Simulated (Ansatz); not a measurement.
Consider Mo$_{16}$H (cell with a defect).

The calculation's input:

```
accuracy: low
crystal:
  lattice:
    - [6.3, 0.0, 0.0]
    - [0.0, 6.3, 0.0]
    - [0.0, 0.0, 6.3]
  atoms:
    - { symbol: Mo, position: [0.0, 0.0, 0.0] }
    - { symbol: Mo, position: [0.5, 0.0, 0.0] }
    - { symbol: Mo, position: [0.0, 0.5, 0.0] }
    - { symbol: Mo, position: [0.0, 0.0, 0.5] }
    - { symbol: Mo, position: [0.25, 0.25, 0.25] }
    - { symbol: Mo, position: [0.5, 0.5, 0.0] }
    - { symbol: Mo, position: [0.5, 0.0, 0.5] }
    - { symbol: Mo, position: [0.75, 0.25, 0.25] }
    - { symbol: Mo, position: [0.0, 0.5, 0.5] }
    - { symbol: Mo, position: [0.25, 0.75, 0.25] }
    - { symbol: Mo, position: [0.25, 0.25, 0.75] }
    - { symbol: Mo, position: [0.5, 0.5, 0.5] }
    - { symbol: Mo, position: [0.75, 0.75, 0.25] }
    - { symbol: Mo, position: [0.75, 0.25, 0.75] }
    - { symbol: Mo, position: [0.25, 0.75, 0.75] }
    - { symbol: Mo, position: [0.75, 0.75, 0.75] }
    - { symbol: H, position: [0.1332114, -0.0046374, 0.7537999] }
basis:
  ecutwfc: 420.0
kpoints:
  mp_grid: { grid: [3, 3, 3] }
hamiltonian:
  xc: pbe
scf:
  occupations: { method: fermi_dirac, width: 0.05 }
  lower_state_search: "off"
relax:
  f_tol: 0.08
  max_steps: 25
  adjacent_minimum: "off"
output:
  write_density: true
  write_potential: true
  elf: true
  volumetric_format: npy
```

Command:

```sh
ansatz run input.yaml --threads 4 --pin off --max-ram 10240MiB --backend cpu --events-out ev --progress --plain --runs-dir out
```

The fields are those of the relaxed geometry.

Computed without spin polarisation.

The calculation used Ansatz, DFT PBE, scalar-relativistic, plane waves, PAW.

> Predict the valence pseudo-density and electron localisation function between the atoms.

Mo–H (1.83 Å): ρ is about 0.95 e/Å³ halfway; the ELF climbs to about 1 towards the hydrogen.

> Does the calculation give a band gap?

It is gapless in this calculation (a metal or semimetal).

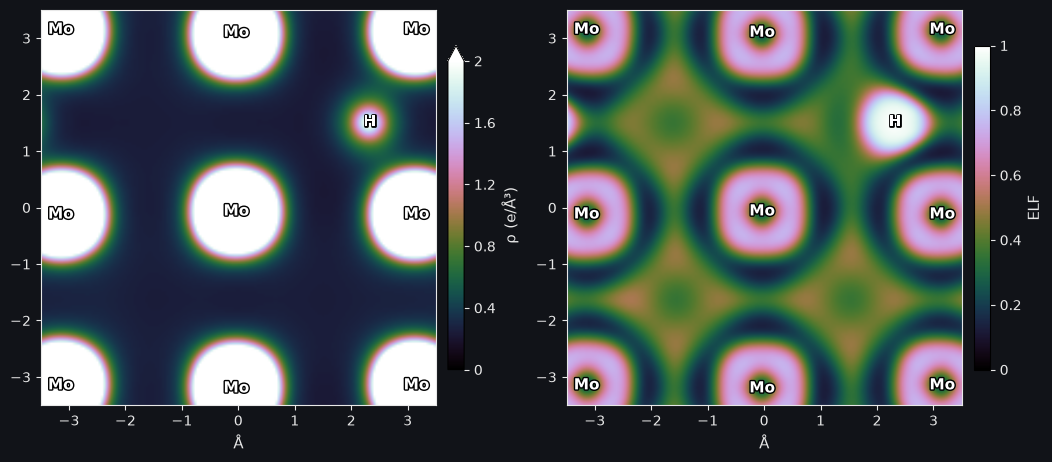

Computed valence pseudo-density and electron localisation function on the (001) plane of the calculation cell, in this order. 

Core electrons are frozen (PAW), and the valence fields are smoothed inside the atomic spheres.
